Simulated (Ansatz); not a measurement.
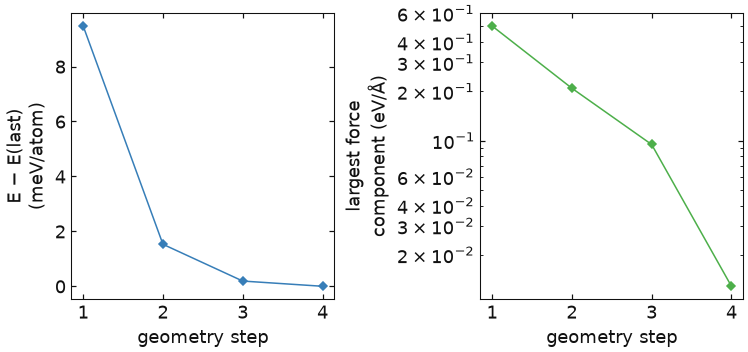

History of a geometry optimisation. Only the atoms move.

The run: Pb (slab, 27 atoms in the cell), by Ansatz, DFT PBEsol, scalar-relativistic, plane waves, PAW; cutoff 420 eV, 2×12×1 k-mesh, Gaussian smearing of 0.1 eV.

> How did the optimisation end?

The optimisation met its thresholds at geometry 4, counting the start as the first. The energy fell by about 9.5 meV/atom from the first step to the last. The largest force component goes from about 0.5 eV/Å at the start to 0.013 eV/Å at the end.
